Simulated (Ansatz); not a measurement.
## MgO: geometry relaxation

- system: MgO (Pm-3m, 2 atoms in the cell)
- method: DFT PBE, scalar-relativistic, plane waves, PAW, no spin polarisation (Ansatz 0.2.0)

The structure was made by a generator, so it may or may not be a known phase. Figures and captions count atoms from 1; the log counts them from 0 in places.

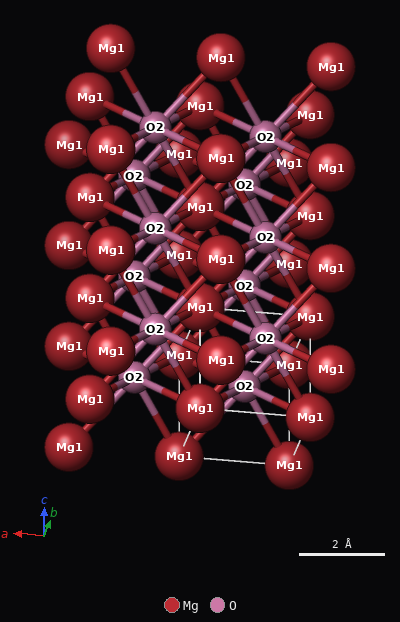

The starting structure (ball-and-stick view of the cell of the calculation, repeated 2 × 2 × 3, seen at an oblique angle; atoms are numbered from 1 in the order of the input).

**Key numbers**

| quantity | value |
| --- | --- |
| outcome | converged |
| space group (tolerance 0.01 Å) | Pm-3m (221) |
| electrons treated | 16 |
| free energy | −2492.6360 eV |
| Fermi energy | 10.792 eV |
| gap on the k-point mesh | 2.27 eV |
| pressure | 0.02 GPa |
| final volume | 18.81 Å³ |
| largest force (length of the vector) at the end | under 0.001 eV/Å |
| final cell | a = 2.660 Å, b = 2.660 Å, c = 2.660 Å, α = 90.00°, β = 90.00°, γ = 90.00° |
| hardware | 1 thread of Arm Neoverse V1, 24 GiB of memory available, shared host |
| wall time | 2.4 s |
| peak memory | 0.27 GiB |

**Input file**
```yaml
crystal:
  lattice:
    - [2.6596913889, 0.0, 0.0]
    - [0.0, 2.6596913889, 0.0]
    - [0.0, 0.0, 2.6596913889]
  atoms:
    - { symbol: Mg, position: [0.0, 0.0, 0.0] }
    - { symbol: O, position: [0.5, 0.5, 0.5] }
basis:
  ecutwfc: 420
kpoints:
  mp_grid: { grid: [10, 10, 10] }
hamiltonian:
  xc: pbe
scf:
  occupations: { method: gaussian, width: 0.02 }
output:
  forces: true
  stress: true
  eigenvalues: true
  write_density: true
  write_potential: true
  elf: true
  volumetric_format: npy
relax:
  adjacent_minimum: "off"
  f_tol: 0.01
  max_steps: 80
  cell: { stress_tol: 0.05 }
```

Launched with:
```bash
ansatz run input.yaml --threads 1 --pin off --max-ram 2048MiB --backend cpu --events-out ev --progress --plain --runs-dir out
```

**What the program printed**
```
Engine: ansatz 0.2.0, aarch64-unknown-linux-gnu
Pseudopotentials: kind: paw
Pseudopotential: Mg, paw, valence charge 10, recommended cutoff 420 eV (normal), Mg.paw.azcp
Pseudopotential: O, paw, valence charge 6, recommended cutoff 420 eV (normal), O.paw.azcp
Functional definition: PBE
  parameter kappa = 0.804
  parameter beta = 0.06672455060314922
  exchange = pbe_x(kappa = kappa, mu = beta*pi^2/3)
  correlation = pbe_c(beta = beta)
Crystal: 2 atoms, lattice volume = 18.815 Å³
Basis set: ecut = 420 eV, 365 PW (Γ), exchange–correlation on 36×36×36 points (8 copies of the dense FFT grid, shifted against one another)
Bands: 12, of which v1, the nominal top of the filled ones, is band 8 counted from 1 (7 counted from 0)
Symmetry: 48 space group operations
Space group: Pm-3m (ITA 221), of the structure as read, at distance tolerance 2.7e-5 Å
k-points: 56 of 1000
Non-local potential: Mg, projectors of the file, l = 0: 3, l = 1: 2, l = 2: 1
Non-local potential: O, projectors of the file, l = 0: 2, l = 1: 2, l = 2: 1
PAW form: soft (Blöchl's): semilocal exchange-correlation on the pseudo side does not see the compensation charge
PAW one-centre angular grid: Mg, 110 points (default); XC on 64 Gauss nodes
PAW one-centre angular grid: O, 110 points (default); XC on 64 Gauss nodes
Initial density: superposition of atomic densities (neutral atoms: chi_scale 0, normalization atom), corrected by the library's trained network
Initial wavefunctions: pseudopotential atomic-orbital guess
Functional: x = pbe(κ = 0.804, μ = 0.2195149727645171), c = pbe(β = 0.06672455060314922)
SCF iter   1: F=—  HF=-2492.635718 eV  |F-HF|=—  |Δ(HF+E_count)|=         —  Δρ=1.55e-3  dr2=2.97e-4  ethr=1.77e-3  ⟨swp⟩=6.1  Hψ=4022  notcnv=0
preconditioner: auto → none  [insulator: Δε(μ)=2.261 eV  Ē_g=17.313 eV  σ=0.020 eV  W_gap=1.00  n_scr=6 (ndim 8)  ℏωp=24.2 eV  f_vac=0.000  D(μ)=0.00/eV (n_scr^D=0)  ε∞_Penn≈3.0]
SCF iter   2: F=—  HF=-2492.636065 eV  |F-HF|=—  |Δ(HF+E_count)|=   3.47e-4  Δρ=1.24e-3  dr2=2.61e-4  ethr=1.86e-6  ⟨swp⟩=2.8  Hψ=1621  notcnv=0
SCF iter   3: F=—  HF=-2492.636087 eV  |F-HF|=—  |Δ(HF+E_count)|=   2.19e-5  Δρ=3.13e-4  dr2=9.69e-6  ethr=1.63e-6  ⟨swp⟩=2.1  Hψ=834  notcnv=0
SCF iter   4: F=—  HF=-2492.636049 eV  |F-HF|=—  |Δ(HF+E_count)|=   3.81e-5  Δρ=8.47e-5  dr2=1.01e-6  ethr=6.06e-8  ⟨swp⟩=2.5  Hψ=1018  notcnv=0
iter 5 did not close the SCF: its close was put off for the readings that it lacked (scf_convergence_deferred on its scf_iter line)
SCF iter   5: F=-2492.636049 eV  HF=-2492.636049 eV  |F-HF|=2.64e-8  |Δ(HF+E_count)|=   1.57e-7  Δρ=1.81e-5  dr2=3.80e-8  ethr=6.34e-9  ⟨swp⟩=2.4  Hψ=1031  notcnv=0
SCF iter   6: F=-2492.636049 eV  HF=-2492.636049 eV  |F-HF|=1.71e-8  |Δ(HF+E_count)|=  6.25e-10  Δρ=1.17e-5  dr2=1.98e-8  ethr=2.38e-10  ⟨swp⟩=5.0  Hψ=3123  notcnv=0
SCF 1 converged in 6 iterations: F = -2492.636049 eV  dr2 = 1.98e-8
  greatest PAW one-centre occupation: 1.000 electrons in one spin orbital (limit 2), on the Mg atom at site 0 (counted from 0), in its partial waves of l = 0
relax step   1: F+E_penalty+E_count = -2492.63604906 eV  Δ(F+E_penalty+E_count) = +0.000e0 eV  max|allowed force component| = 1.926e-29 eV/Å  Δτ_max = 0.0000 Å  P = +0.021 GPa  Ω = 18.815 Å³  (6 SCF iters, dr2 threshold 1.00e-7 eV, accepted)
Initial density: handed on by an earlier stage of this run
Initial wavefunctions: pseudopotential atomic-orbital guess (no wavefunctions were taken with the density)
iter 1 solved again at ethr=6.76e-7 eV; its pass at ethr=3.10e-3 eV (dr2=1.08e-4 eV) is discarded
SCF iter   1: F=—  HF=-2492.636092 eV  |F-HF|=—  |Δ(HF+E_count)|=         —  Δρ=1.75e-5  dr2=5.20e-8  ethr=6.76e-7  ⟨swp⟩=3.2  Hψ=5743  notcnv=0
eigensolver tolerance schedule: the retry pair's looser diagonalisation over-reported the residual by 2078.07 of it (diagonalisation noise at 0.83 of the residual, at the tolerance the schedule requests for it); recorded, not acted on — ethr = c·dr2/N_el stays at c = 1.0e-1
preconditioner: auto → none  [insulator: Δε(μ)=2.270 eV  Ē_g=17.319 eV  σ=0.020 eV  W_gap=1.00  n_scr=6 (ndim 8)  ℏωp=24.2 eV  f_vac=0.000  D(μ)=0.00/eV (n_scr^D=0)  ε∞_Penn≈3.0]
SCF iter   2: F=—  HF=-2492.636049 eV  |F-HF|=—  |Δ(HF+E_count)|=   4.33e-5  Δρ=2.95e-6  dr2=5.42e-10  ethr=3.25e-10  ⟨swp⟩=2.1  Hψ=1127  notcnv=0
SCF iter   3: F=—  HF=-2492.636049 eV  |F-HF|=—  |Δ(HF+E_count)|=  4.73e-10  Δρ=1.45e-6  dr2=1.40e-10  ethr=3.39e-12  ⟨swp⟩=2.0  Hψ=1074  notcnv=0
iter 4 did not close the SCF: its close was put off for the readings that it lacked (scf_convergence_deferred on its scf_iter line)
SCF iter   4: F=-2492.636049 eV  HF=-2492.636049 eV  |F-HF|=1.36e-11  |Δ(HF+E_count)|=  3.60e-10  Δρ=2.73e-7  dr2=6.64e-12  ethr=1.00e-12  ⟨swp⟩=2.6  Hψ=1061  notcnv=0
iter 5 did not close the SCF: its close was put off for the readings that it lacked (scf_convergence_deferred on its scf_iter line)
SCF iter   5: F=-2492.636049 eV  HF=-2492.636049 eV  |F-HF|=4.55e-13  |Δ(HF+E_count)|=  1.59e-11  Δρ=4.77e-8  dr2=4.65e-13  ethr=1.00e-12  ⟨swp⟩=1.0  Hψ=672  notcnv=0
iter 6 did not close the SCF: its close was put off for the readings that it lacked (scf_convergence_deferred on its scf_iter line)
SCF iter   6: F=-2492.636049 eV  HF=-2492.636049 eV  |F-HF|=9.09e-13  |Δ(HF+E_count)|=  9.09e-13  Δρ=1.70e-8  dr2=5.11e-14  ethr=1.00e-12  ⟨swp⟩=1.0  Hψ=672  notcnv=0
iter 7 did not close the SCF: its close was put off for the readings that it lacked (scf_convergence_deferred on its scf_iter line)
SCF iter   7: F=-2492.636049 eV  HF=-2492.636049 eV  |F-HF|=0.00e0  |Δ(HF+E_count)|=  9.09e-13  Δρ=5.44e-9  dr2=4.76e-15  ethr=1.00e-12  ⟨swp⟩=1.0  Hψ=672  notcnv=0
SCF iter   8: F=-2492.636049 eV  HF=-2492.636049 eV  |F-HF|=0.00e0  |Δ(HF+E_count)|=  4.55e-13  Δρ=9.72e-10  dr2=1.64e-16  ethr=1.00e-12  ⟨swp⟩=2.0  Hψ=1915  notcnv=0
SCF 2 converged in 8 iterations: F = -2492.636049 eV  dr2 = 1.64e-16
relax step   2: F+E_penalty+E_count = -2492.63604908 eV  Δ(F+E_penalty+E_count) = -1.142e-8 eV  max|allowed force component| = 2.130e-29 eV/Å  Δτ_max = 0.0000 Å  P = +0.022 GPa  Ω = 18.815 Å³  stress off target by 2.19e-2 GPa  SCF on the basis re-selected at this cell (its energy is not comparable with the rows above)  (8 SCF iters)
```

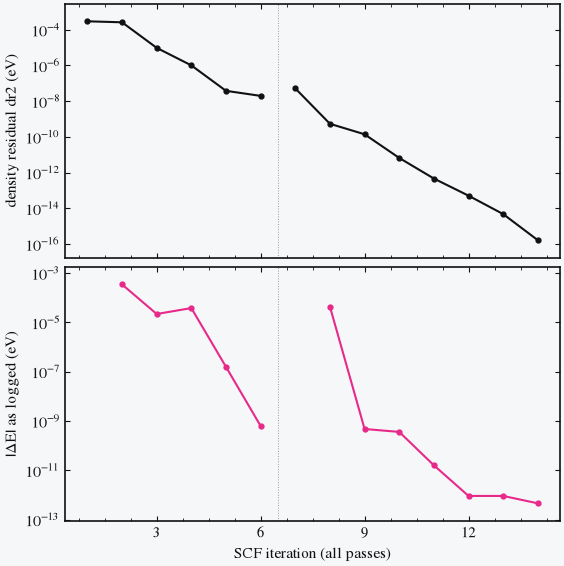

Convergence of the self-consistent field: density residual dr2 and size of the energy change against the SCF iteration. The dotted lines part the SCF passes of the relaxation: geometry steps, rejected trials and re-solves on a re-selected basis. The passes take 6 and 8 iterations.

```
basis re-selected at this cell: Δ(F+E_penalty+E_count) = -1.142e-8 eV, ΔP = +0.001 GPa vs the last step (what re-selecting the basis moved, of the pressure what is left beyond the Pulay correction that the steps carried, after the strain that the cell walked since its last selection, with what the two solves' SCF thresholds leave and, on support functions, any second-order correction that the steps lacked; it is no measure of the basis error at this ecutwfc). This SCF's stress stands 2.19e-2 GPa from its target on what of the cell is left free (relax.cell.stress_tol is 5.00e-2 GPa) and its largest allowed force component is 2.13e-29 eV/Å (relax.f_tol is 1.00e-2 eV/Å): within both
SCF converged after 8 iterations
Free energy (F): -2492.636049 eV
Harris-Foulkes:  -2492.636049 eV  (|F-HF|=0.00e0)
Internal energy: -2492.636049 eV  (E = F + TS)
E sigma→0 (E₀):  -2492.636049 eV
Fermi energy:    10.791825 eV
--- Per-component energies (eV) ---
  E_band       = -294.828986
  E_kinetic    = 254.167037
  E_local      = -1564.891211  (includes V_loc(G=0)·N_el)
  E_nonlocal   = 142.826843
  E_hartree    = 535.383512
  E_xc         = -104.803179
  E_vxc        = -134.291743  (∫ρ·V_xc dr)
  E_paw        = -450.256977  (= ΣΔE_a)
  E_vpaw       = -63.409400  (= ΣTr[D̂ρ^β])
  E_aug_tail   = 0.002463  (compensation charges beyond the density's cutoff)
  E_ewald      = -1305.064537
  E_smearing   = -0.000000  (= −TS)
  E_closure    = 0.000000  (closes the sum)
  Σ components = -2492.636049   (vs F -2492.636049, Δ=0.00e0)
--- Forces (eV/Å), atoms counted from 1 ---
  atom   1  Mg    -0.00000000     0.00000000     0.00000000
  atom   2  O      0.00000000    -0.00000000     0.00000000
  max |Σ_I F_I| component: 3.73e-29 eV/Å
--- Stress (GPa, compression-positive) ---
        0.021931       0.000000      -0.000000
        0.000000       0.021931       0.000000
       -0.000000       0.000000       0.021931
  P = ⅓ Tr σ = 0.0219 GPa (0.219 kbar)
--- Band table (eV; the first three rows and the last of 56) ---
  k-point 0: bands = ["-65.1477", "-31.8433", "-31.8433", "-31.8433", "-8.6463", "8.6872", "8.6872", "8.6872", "11.9266", "20.0613", "20.0613", "29.4924"]
  k-point 1: bands = ["-65.1466", "-31.8548", "-31.8423", "-31.8423", "-8.5505", "7.8449", "8.7266", "8.7266", "12.5571", "20.2372", "20.2638", "29.3338"]
  k-point 2: bands = ["-65.1436", "-31.8848", "-31.8397", "-31.8397", "-8.2863", "6.2829", "8.8327", "8.8327", "13.6556", "20.4108", "20.8673", "28.8659"]
  k-point 55: bands = ["-65.1137", "-31.9287", "-31.9287", "-31.9287", "-5.8904", "6.1809", "6.1809", "6.1809", "17.0481", "17.0481", "17.0481", "25.4063"]
--- Relaxed structure (1 steps of the walk, 1 accepted, 1 SCFs on fresh bases) ---
  F+E_penalty+E_count = -2492.63604908 eV   max|allowed force component| = 2.130e-29 eV/Å   (the final SCF, on the basis selected at the relaxed cell)
  cell:  # Å, volume = 18.8145 Å³
    - [2.6596913889, 0.0, 0.0]
    - [0.0, 2.6596913889, 0.0]
    - [0.0, 0.0, 2.6596913889]
  atoms:
    - { symbol: Mg, position: [0.0, 0.0, 0.0] }
    - { symbol: O, position: [0.49999999999999994, 0.49999999999999994, 0.49999999999999994] }
```

**Trajectory as extended XYZ (Å, eV, eV/Å), 2 frames, from step=1 to step=2**
```
2
Lattice="2.6597 0.0000 0.0000 0.0000 2.6597 0.0000 0.0000 0.0000 2.6597" Properties=species:S:1:pos:R:3:forces:R:3 step=1 energy=-2492.63605 pressure_GPa=0.02
Mg    0.0000    0.0000    0.0000    0.0000   0.0000   0.0000
O     1.3298    1.3298    1.3298    0.0000   0.0000   0.0000
2
Lattice="2.6597 0.0000 0.0000 0.0000 2.6597 0.0000 0.0000 0.0000 2.6597" Properties=species:S:1:pos:R:3:forces:R:3 step=2 energy=-2492.63605 pressure_GPa=0.02
Mg    0.0000    0.0000    0.0000    0.0000   0.0000   0.0000
O     1.3298    1.3298    1.3298    0.0000   0.0000   0.0000
```

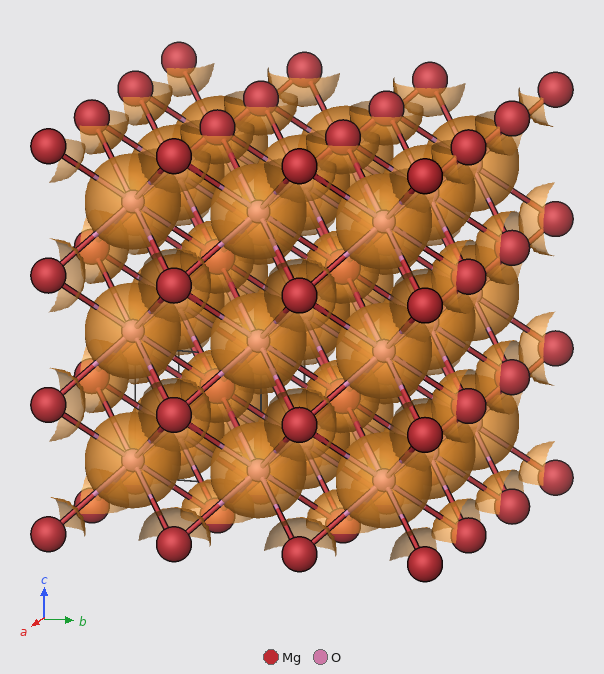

Isosurface of the valence electron density at 0.4 e/Å³ (orange), seen slightly off an axis. Sticks mark near contacts. The outline is the cell set on symmetry axes. At this value the density breaks into separate islands; it holds about 85 % of the electrons treated as valence (semicore included). It is pinched off along the Mg–O (2.30 Å) contacts. On the grid the lowest density along these lines, outside the cores, is 0.19 e/Å³ (Mg–O, 2.30 Å). Core electrons are frozen (PAW), so the fields are smoothed inside the atomic spheres.

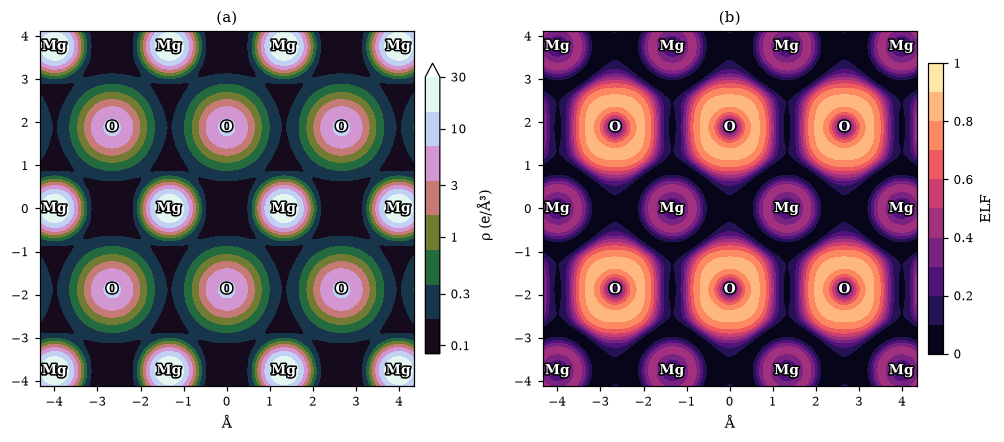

(a) valence pseudo-density; (b) ELF on the (110) plane of the conventional cell. The section cuts through Mg and O sites. Mg–O (2.30 Å): ρ at the midpoint is about 0.24 e/Å³; the ELF is about 0.35 at the midpoint, which marks ionic bonding with no shared pair. Away from the nuclei the density in this plane falls to 0.08 e/Å³ at its lowest.
